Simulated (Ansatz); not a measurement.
```yaml
crystal:
  lattice:
    - [5.19963, 0.00000, 0.00000]
    - [-2.59981, 4.50301, 0.00000]
    - [0.00000, 0.00000, 2.91036]
  atoms:
    - { symbol: Ta, position: [0.33333, 0.66667, 0.50000] }
    - { symbol: Ta, position: [0.66667, 0.33333, 0.50000] }
    - { symbol: Ta, position: [0.00000, 0.00000, 0.00000] }
    - { symbol: N, position: [0.39241, 0.00000, 0.00000] }
    - { symbol: N, position: [0.60759, 0.60759, 0.00000] }
    - { symbol: N, position: [0.00000, 0.39241, 0.00000] }
```

Space group P-62m.

Method: DFT r2SCAN, scalar-relativistic, plane waves, PAW in Ansatz.

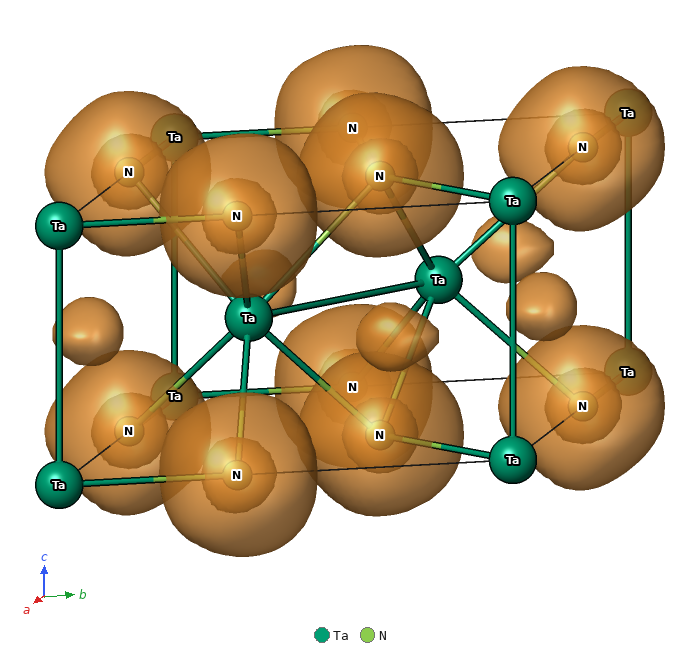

TaN. Isosurface of the ELF at 0.65 (orange), seen slightly off an axis. Only the valence region is drawn (cores and ρ < 0.01 e/Å³ removed). Sticks mark near contacts.

### Identify the bonds, lone pairs and shells in this picture.

The surface consists of three regions wrapped around N (the valence shell of each) and three pockets between the atoms, centred on no nucleus (multi-centre or interstitial), counted in one cell of 6 atoms. Any copies at cell faces, edges or corners count once. Along the contacts the grid gives the following. Ta–N (2.04 Å): the ELF peaks at about 0.85 in the valence shell of N, 0.6 Å from its nucleus, and is about 0.30 at the midpoint. Ta–Ta (2.91 Å): the ELF is about 0.20 at the midpoint (no localised pair shows between them).

### Metal or insulator at this level of theory?

It is gapless in this calculation (a metal or semimetal); semilocal functionals without U, or without the true magnetic order, often close the gap of such compounds.
